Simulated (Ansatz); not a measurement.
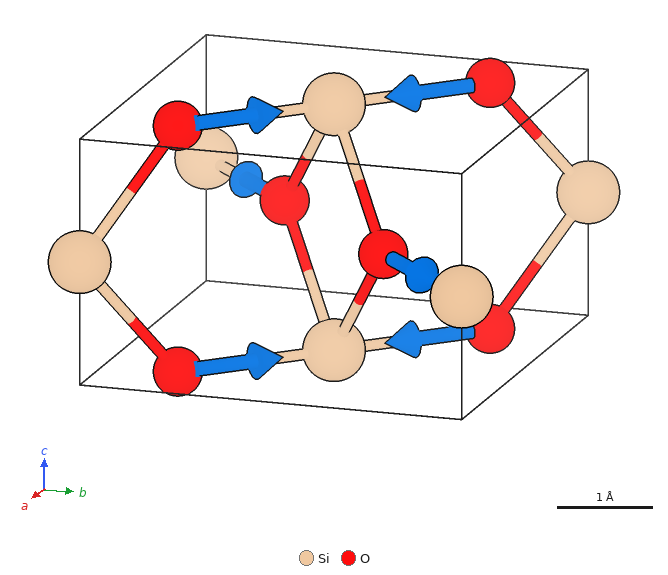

One vibrational mode of crystalline SiO2 (a generated structure) at the zone centre. The blue arrows give the relative displacements of the atoms. Style: ball-and-stick. Shown: the cell of the calculation, slightly off an axis.

All numbers below come from Ansatz, DFT PBE, scalar-relativistic, plane waves, PAW.

Input
```yaml
crystal:
  lattice:
    - [4.2361884946, 0.0, 0.0]
    - [0.0, 4.2361884946, 0.0]
    - [0.0, 0.0, 2.6904405519]
  atoms:
    - { symbol: Si, position: [0.0, 0.0, 0.5] }
    - { symbol: Si, position: [0.5, 0.5, 0.0] }
    - { symbol: O, position: [0.3069841186, 0.3069841186, 0.5] }
    - { symbol: O, position: [0.1930158814, 0.8069841186, 0.0] }
    - { symbol: O, position: [0.6930158814, 0.6930158814, 0.5] }
    - { symbol: O, position: [0.8069841186, 0.1930158814, 0.0] }
basis:
  ecutwfc: 420
kpoints:
  mp_grid: { grid: [6, 6, 8] }
hamiltonian:
  xc: pbe
scf:
  occupations: { method: fixed }
output:
  eigenvalues: true
phonons:
  method: dfpt
  dielectric: true
  rigid_motions: translations
  eigenvectors: true
  qmesh: [2, 2, 4]
  temperatures: { t_max: 1000, t_step: 100 }
  qpath:
    path:
      - [[0.0, 0.0, 0.0], [0.0, 0.5, 0.0], [0.5, 0.5, 0.0], [0.0, 0.0, 0.0], [0.0, 0.0, 0.5], [0.0, 0.5, 0.5], [0.5, 0.5, 0.5], [0.0, 0.0, 0.5]]
      - [[0.0, 0.5, 0.0], [0.0, 0.5, 0.5]]
      - [[0.5, 0.5, 0.0], [0.5, 0.5, 0.5]]
    npoints: 8
```

Command:
```bash
ansatz run input.yaml --threads 1 --pin off --max-ram 2048MiB --backend cpu --events-out ev --progress --plain --runs-dir out
```

Frequencies are those without the non-analytic (LO–TO) term.

> Give the symmetry, activity and frequency of this mode.

This is the A₁g mode at 719 cm⁻¹, optical level 8 of 11, counted from below, Raman-active by symmetry. The Si atoms stay at rest; atoms of one kind move against one another, with no net shift of their sublattice; of the bonds it mainly stretches O–Si, some lengthening while others shorten.
